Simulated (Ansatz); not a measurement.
# Single-point calculation, with input and output: SiC$_{16}$ (part 2 of 2)

Continued. System: SiC$_{16}$ (slab, 17 atoms in the cell). Method: DFT PBE+D3(BJ), scalar-relativistic, plane waves, PAW, PAW set soft_1, spin-polarised (Ansatz 0.2.0); cutoff 420 eV, 6×6×1 k-mesh, Gaussian smearing of 0.05 eV, collinear spins. The structure derives from a Materials Project entry.

Geometry of the input (Å; fractional positions):
```
4.9299  0.0000  0.0000
0.0000  4.4224  0.0000
0.0000  0.0000  22.6937
C  0.2500  0.4155  0.1763
C  0.7500  0.4155  0.1763
C  0.0000  0.5196  0.2002
C  0.5000  0.5196  0.2002
C  0.0000  0.7272  0.2481
C  0.5000  0.7272  0.2481
C  0.2500  0.8313  0.2720
C  0.7500  0.8313  0.2720
C  0.2500  0.0442  0.3199
C  0.7500  0.0442  0.3199
C  0.0000  0.1501  0.3426
C  0.5000  0.1501  0.3426
C  0.0000  0.3780  0.3901
C  0.5000  0.3780  0.3901
C  0.2500  0.4764  0.4095
C  0.7500  0.4764  0.4095
Si 0.4167  1.3098  0.5197
```

```
WARN: The output density's exchange-correlation potential varies sharply where the density is thin. Do not read a vacuum level from v_tot or v_xc, or from such a field of the output density. On a cell that repeats whose density bears no net charge and no dipole along the vacuum's axis use v_es (v_loc + v_h of the components); under efield.dipole_correction with no amplitude use v_es + v_field, which holds any external_charges[].barrier, or the levels of the report's work_function block, which leave it out; under a non-zero efield.amplitude the vacuum is tilted and has no level; on a cell that repeats and bears such a dipole with no correction it is tilted too, and efield.dipole_correction with no amplitude gives each side of its ramp a level where efield: is served; in a cell that repeats whose density bears a net charge (total_charge, or a fill off its count) it is curved and has none; of a slab under crystal.periodic whose density bears no net charge use v_es, which has a level on each side, short of where the two are joined; of another it falls or rises all the way out and has none; of a slab beside external_charges read slab_vacuum_level instead, which it has where they leave it neutral. The grid or the basis barely resolves most such structure, and the values can differ between equally converged runs; as a rule a tighter scf.convergence.dr2_threshold does not remove it. Where the density itself ripples (under the LDA too) a higher basis.ecutwfc lessens it. The files hold the spikes' plane waves up to the density's cutoff. Files: v_tot_of_output_density and the like, and their columns of v_z.tsv (output.write_potential); v_xc_of_output_density and the like, and their columns of v_comp_z.tsv (output.write_potential_components). Measured: with its Gaussian average of σ = 0.25 Å subtracted twice, the exchange-correlation potential is over 0.1 eV at 580 of the grid points where the equally averaged density (valence and model cores) is under 1e-3 e/Å³, and 0.471 eV at the most among them, at an averaged density of 9.4e-4 e/Å³. The input density's (outcome.potential() and, of a run that writes arrays, v_tot and v_xc) is over 0.1 eV, so measured, at 301 points of its own thin density, 0.471 eV at the most. See output.write_potential in the manual, Limitations
SCF converged after 31 iterations
Magnetization: 2.0002 μB (35.0001 up, 32.9999 down)
Absolute magnetization: 5.0519 μB (∫|ρ↑−ρ↓|, with the PAW one-centre terms)
Spin contamination: 1.0079 ħ² per cell (⟨S²⟩ above its minimum at these occupations)
Per-site moments (μB) at R_I (Å): [(0.43742381613633335, 0.5870439066072267), (0.43785826016512014, 0.5870439066072266), (-0.007646726669917083, 0.5870406087763086), (-0.007594013648450411, 0.5870406087763086), (0.066939345529665, 0.5870406087763086), (0.06458582535120752, 0.5870406087763086), (-0.021526347158911798, 0.5870439066072267), (-0.02071515419597969, 0.5870439066072267), (0.016034668342460787, 0.5839678742579236), (0.02095218989852032, 0.5839678742579236), (-0.05129562337499956, 0.5839678742579236), (-0.04835083881680841, 0.5839678742579236), (0.018542903321791267, 0.569157405270112), (0.010272032432766505, 0.569157405270112), (-0.13752025950853877, 0.569157405270112), (-0.2701012250449491, 0.569157405270112), (0.3240356142355734, 1.1272934306971614)]
Free energy (F): -4638.176935 eV
Harris-Foulkes:  -4638.176935 eV  (|F-HF|=1.42e-8)
Internal energy: -4638.176915 eV  (E = F + TS)
E sigma→0 (E₀):  -4638.176925 eV
Entropy (-TS):   -0.000020 eV (-0.001 meV/atom)
Fermi energy:    -0.842966 eV
Dipole field:    D = 0.053849 V/Å  (p = 0.147238 e·Å, saw-weighted, corrected)
Work function:   Φ+ = 3.8477 eV   Φ− = 5.0698 eV
Levels:          The Fermi level and band energies are counted from a zero that moves with the ramp; work functions are not
--- Per-component energies (eV) ---
  E_band       = -610.948830
  E_kinetic    = 1429.626855
  E_local      = -35809.914763  (includes V_loc(G=0)·N_el)
  E_nonlocal   = 400.116311
  E_hartree    = 17223.666691
  E_xc         = -796.398311
  E_vxc        = -957.256494  (∫ρ·V_xc dr)
  E_paw        = -2110.269248  (= ΣΔE_a)
  E_vpaw       = -124.198177  (= ΣTr[D̂ρ^β])
  E_aug_tail   = 0.000311  (compensation charges beyond the density's cutoff)
  E_efield     = 0.003964  (sawtooth field / dipole correction)
  E_vefield    = 3.325623  (∫n·V_field dr)
  E_ewald      = 15027.119776
  E_disp       = -2.128501  (pairwise vdW)
  E_smearing   = -0.000020  (= −TS)
  E_closure    = -0.000000  (closes the sum)
  Σ components = -4638.176935   (vs F -4638.176935, Δ=0.00e0)
--- Forces (eV/Å), atoms counted from 1 ---
  atom   1  C     -0.00328068     1.67882089     2.02413789
  atom   2  C      0.00125444     1.67302929     2.02280832
  atom   3  C      0.00073306    -2.14079861    -2.57683974
  atom   4  C      0.00194384    -2.14991669    -2.58611161
  atom   5  C     -0.00944148     0.66937539     0.85430488
  atom   6  C      0.00744965     0.67803702     0.87248272
  atom   7  C     -0.01211586    -0.12706647    -0.20040393
  atom   8  C      0.01698334    -0.13075366    -0.19866019
  atom   9  C      0.02985423    -0.14527947    -0.13324202
  atom  10  C     -0.02931256    -0.19551561    -0.19104915
  atom  11  C     -0.12129798     0.58477758     0.13842422
  atom  12  C      0.13945141     0.43417985     0.07114755
  atom  13  C     -0.17216611    -0.61814851    -0.84276676
  atom  14  C      0.11484978    -1.02874606    -1.47633791
  atom  15  C      0.38416469    -0.10394582     3.34213091
  atom  16  C     -0.21859037    -0.14174819     1.45524638
  atom  17  Si    -0.13048051     1.06367163    -2.57531496
  max |Σ_I F_I| component: 4.34e-5 eV/Å
--- Band table (eV; the first three rows and the last of 40) ---
  k-point 0 ↑: bands = ["-19.8865", "-18.8544", "-17.2730", "-15.6662", "-15.5704", "-15.4543", "-14.9889", "-14.2260", "-13.1946", "-13.0441", "-12.0713", "-11.7226", "-11.5915", "-9.2072", "-8.6914", "-8.1921", "-8.0334", "-7.3648", "-7.1298", "-6.8548", "-6.7587", "-6.2263", "-5.9145", "-5.8108", "-5.2075", "-4.2587", "-4.1670", "-3.5720", "-3.0667", "-2.8832", "-2.5990", "-2.5762", "-1.7472", "-1.0967", "-1.0517", "-0.3573", "-0.1359", "0.3042", "0.8421", "1.0767", "1.3515", "1.6756", "2.1517", "2.8635", "3.6664", "3.9201", "4.4441", "4.6023", "5.0329", "5.6234", "5.7653", "6.3805"]
  k-point 1 ↑: bands = ["-19.8405", "-18.8509", "-17.3143", "-15.6334", "-15.5386", "-15.4923", "-14.9875", "-14.2219", "-13.2210", "-13.0717", "-12.0705", "-11.7478", "-11.6176", "-9.1866", "-8.6934", "-8.1880", "-8.0349", "-7.6558", "-7.3516", "-6.8446", "-6.5763", "-6.2259", "-5.9038", "-5.4931", "-5.2139", "-4.1731", "-4.0551", "-3.5717", "-3.2213", "-3.0331", "-2.6288", "-2.5899", "-1.7127", "-1.1118", "-1.0631", "-0.6761", "-0.2381", "0.3455", "0.8879", "1.2737", "1.5581", "1.7999", "2.2213", "3.0260", "3.8545", "4.1471", "4.7150", "4.8082", "5.2048", "5.7445", "6.0367", "6.6984"]
  k-point 2 ↑: bands = ["-19.7380", "-18.8528", "-17.3997", "-15.5737", "-15.5535", "-15.4695", "-14.9893", "-14.2183", "-13.2739", "-13.1296", "-12.0717", "-11.7959", "-11.6687", "-9.1382", "-8.6982", "-8.3457", "-8.1765", "-7.8003", "-7.3295", "-6.8238", "-6.6953", "-6.2255", "-5.8885", "-5.2272", "-5.0103", "-4.1850", "-3.5841", "-3.5733", "-3.4733", "-3.2816", "-2.7397", "-2.5774", "-1.7886", "-1.4367", "-1.1644", "-0.6950", "-0.3101", "0.3786", "0.9062", "1.6355", "1.9776", "2.0792", "2.3832", "3.5000", "4.3479", "4.5567", "4.9318", "5.1899", "5.5682", "6.0116", "6.2385", "6.7303"]
  k-point 19 ↓: bands = ["-18.5537", "-18.5433", "-17.7598", "-17.7211", "-16.3448", "-16.2985", "-14.5146", "-14.4856", "-11.4037", "-11.3821", "-9.9859", "-9.9774", "-9.7715", "-9.7575", "-8.6451", "-8.6363", "-8.1169", "-8.0429", "-7.3540", "-7.2145", "-7.2097", "-7.1118", "-6.8278", "-6.0763", "-6.0646", "-5.5246", "-5.4529", "-3.5856", "-3.5482", "-2.1001", "-2.0581", "-1.8553", "-1.7271", "-0.5906", "-0.1833", "-0.1791", "-0.0208", "0.7425", "1.4330", "1.5971", "3.4879", "3.5643", "4.2850", "5.3556", "5.5068", "5.6536", "5.9098", "6.1602", "6.4256", "6.8002", "6.8094", "6.8729"]
--- Löwdin populations: 17 sites ---
  site symbol       q [e]    m [muB]
     0      C      3.9246     1.2387
     1      C      3.9255     1.2402
     2      C      3.9889    -0.1249
     3      C      3.9891    -0.1248
     4      C      3.9593     0.1538
     5      C      3.9568     0.1476
     6      C      3.9592    -0.0655
     7      C      3.9586    -0.0644
     8      C      3.9596     0.0494
     9      C      3.9617     0.0574
    10      C      3.9506    -0.1250
    11      C      3.9571    -0.1185
    12      C      3.9752     0.0910
    13      C      3.9711     0.0679
    14      C      4.0582    -0.4025
    15      C      4.0035    -0.8119
    16     Si      3.8367     0.7789
  spilling = 0.009769 (of n_electrons = 68.000000)
```

File populations.tsv:
```
# site	symbol	l	j	q_up	q_dn
# orbitals = lowdin
# n_electrons = 68.000000
# spilling = 0.009769
0	C	0_2S	-	0.636616	0.438954
0	C	1_2P	-	1.945030	0.903990
1	C	0_2S	-	0.636578	0.438763
1	C	1_2P	-	1.946267	0.903852
2	C	0_2S	-	0.445622	0.457967
2	C	1_2P	-	1.486348	1.598933
3	C	0_2S	-	0.445618	0.457903
3	C	1_2P	-	1.486566	1.599035
4	C	0_2S	-	0.460973	0.442439
4	C	1_2P	-	1.595566	1.460324
5	C	0_2S	-	0.461090	0.442770
5	C	1_2P	-	1.591122	1.461840
6	C	0_2S	-	0.449987	0.452925
6	C	1_2P	-	1.496881	1.559437
7	C	0_2S	-	0.450143	0.452853
7	C	1_2P	-	1.496926	1.558659
8	C	0_2S	-	0.451977	0.448734
8	C	1_2P	-	1.552541	1.506351
9	C	0_2S	-	0.452115	0.448196
9	C	1_2P	-	1.557420	1.503955
10	C	0_2S	-	0.451263	0.465199
10	C	1_2P	-	1.461561	1.572592
11	C	0_2S	-	0.452241	0.464969
11	C	1_2P	-	1.467080	1.572828
12	C	0_2S	-	0.450437	0.441388
12	C	1_2P	-	1.582667	1.500700
13	C	0_2S	-	0.452420	0.444131
13	C	1_2P	-	1.567095	1.507475
14	C	0_2S	-	0.496023	0.548893
14	C	1_2P	-	1.331831	1.681443
15	C	0_2S	-	0.470238	0.580635
15	C	1_2P	-	1.125535	1.827052
16	Si	0_3S	-	0.979429	0.976240
16	Si	1_3P	-	1.328405	0.552675
```

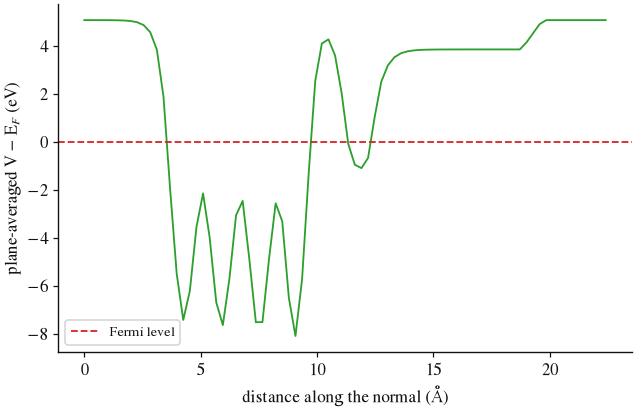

Fig. 1: Plane average of the electrostatic potential energy of an electron across the cell, from the Fermi level. The vacuum level lies 3.85 eV above the Fermi level on the upper side and 5.07 eV on the lower.

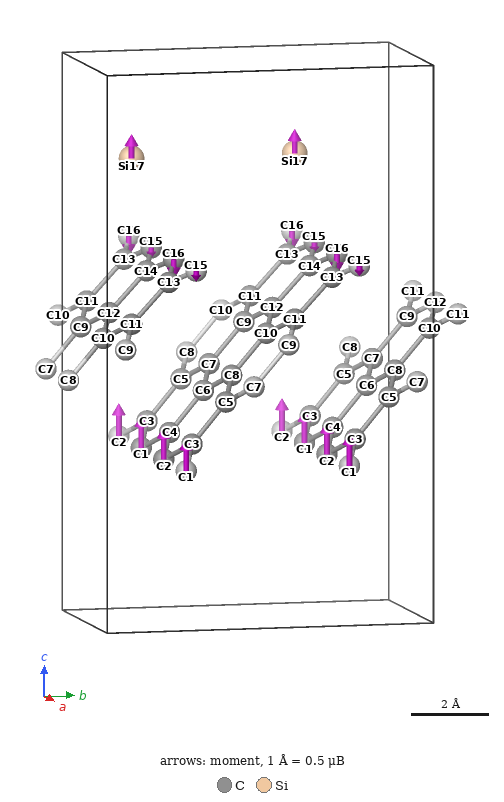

Fig. 2: Magnetic moments of the sites as pink arrows (ball-and-stick view of the 1 × 2 repeat of the cell, with the vacuum cut short, seen slightly off an axis; neighbours outside the cell are drawn fainter; atoms are numbered from 1 in the order of the input); small moments hardly show. The run is collinear, so the axis drawn is arbitrary. Site moments: C1, C2 (0.44 μB); Si17 (0.32 μB); C16 (−0.27 μB); C15 (−0.14 μB); C5 (0.07 μB); C6 (0.06 μB); C11 (−0.05 μB). They are counted near the atoms and needn't add up to the moment of the cell.

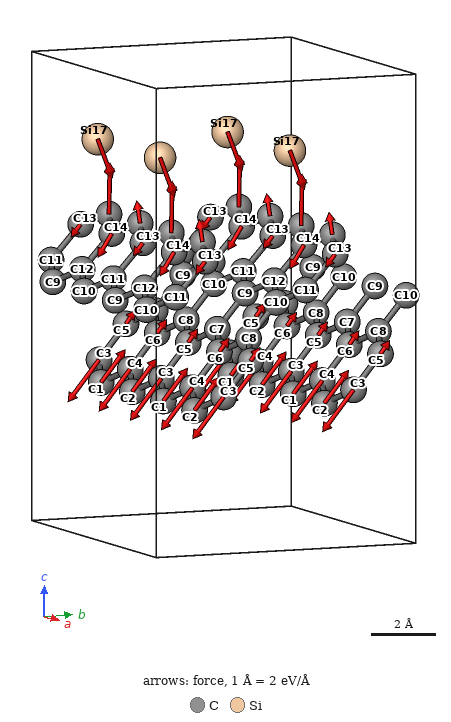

Fig. 3: Forces on the atoms as red arrows (ball-and-stick view of the 2 × 2 repeat of the cell, with the vacuum cut short, seen slightly off an axis; atoms are numbered from 1 in the order of the input); the smallest are left out. The largest act on C15 (3.37 eV/Å); C4 (3.36 eV/Å); C3 (3.35 eV/Å); Si17 (2.79 eV/Å), among others. The geometry is not a stationary point of this energy.

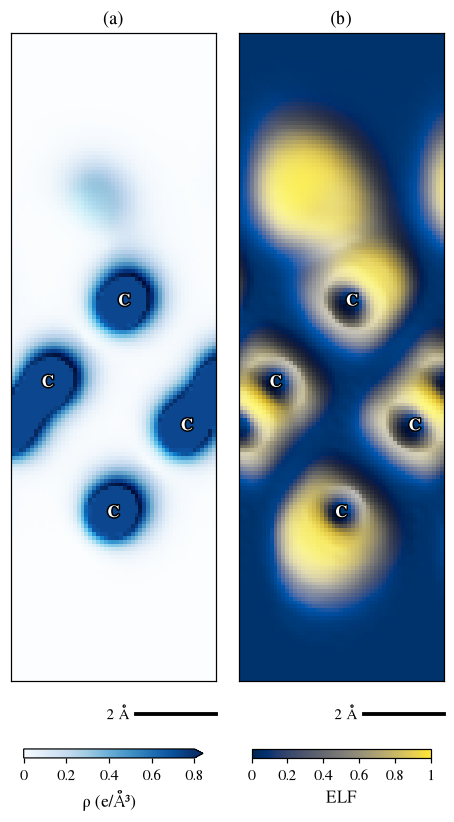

Fig. 4: (a) valence electron density; (b) electron localisation function on the (100) plane of the calculation cell, a cut from vacuum to vacuum. Atoms in the plane: C. The density dies away to nearly zero in the vacuum. Core electrons are frozen (PAW), so the fields are smoothed inside the atomic spheres.

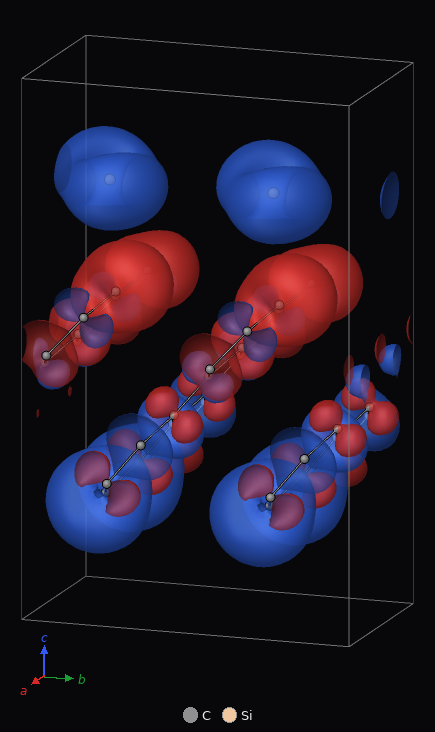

Fig. 5: Isosurfaces of the spin density (up minus down) at +0.02 (blue) and −0.02 e/Å³ (red), seen slightly off an axis. Sticks mark near contacts. The cell of the calculation (17 atoms) carries 2.0 μB net.

Results in brief:

```csv
quantity,value
outcome,converged
electrons treated,68
free energy,−4638.1769 eV
"work function, top face",3.85 eV
"work function, bottom face",5.07 eV
Fermi energy,−0.843 eV
gap on the k-point mesh,0.23 eV
net moment of the cell,2.00 μB
integrated absolute moment,5.05 μB
work function (upper face),3.85 eV
largest force (length of the vector),3.366 eV/Å
wall time,2.3 min (CPU time 4.4 min)
peak memory,1.1 GiB
```

The program warns: the exchange-correlation potential is rough where the density is thin.
